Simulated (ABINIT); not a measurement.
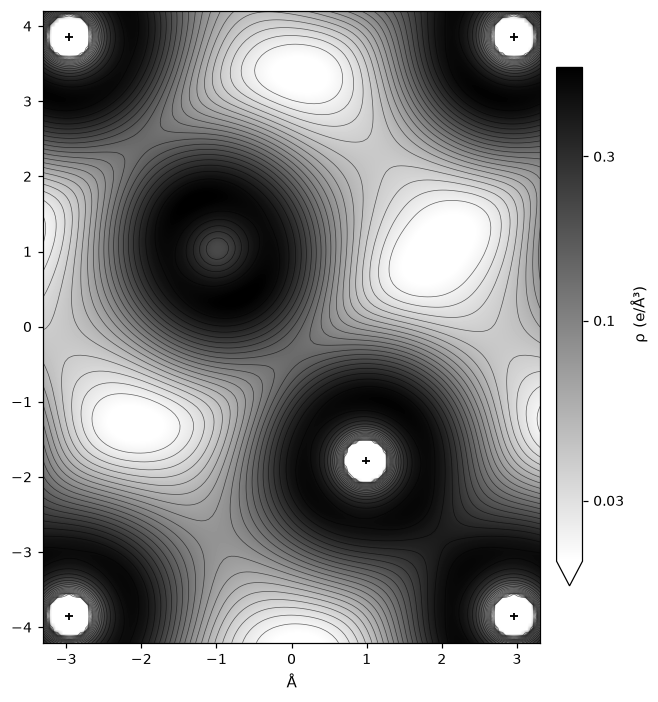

The valence charge density (pseudo) on a plane through atoms (crosses mark nuclei in the plane).

The calculation used Kohn-Sham DFT of a periodic cell, PBEsol, JTH PAW PBE v2.0 in ABINIT 10.8.3.

Candidates:
A. Te, a = 4.45 Å, b = 4.45 Å, c = 5.92 Å, α = 90.00°, β = 90.00°, γ = 120.00°. Space group P3₁21.
B. CoO, a = 4.26 Å, b = 4.26 Å, c = 4.26 Å, α = 90.00°, β = 90.00°, γ = 90.00°. Space group Fm-3m; computed pressure about −16 GPa in this cell; spin-polarised.
C. Ti, a = 3.28 Å, b = 3.28 Å, c = 3.28 Å, α = 90.00°, β = 90.00°, γ = 90.00°. Space group Im-3m; computed pressure about −6 GPa in this cell.

### Which candidate gave the map?

Candidate A: Te on the (110) plane of the conventional cell, which holds Te. Te–Te (2.86 Å): ρ at the midpoint is about 0.38 e/Å³.
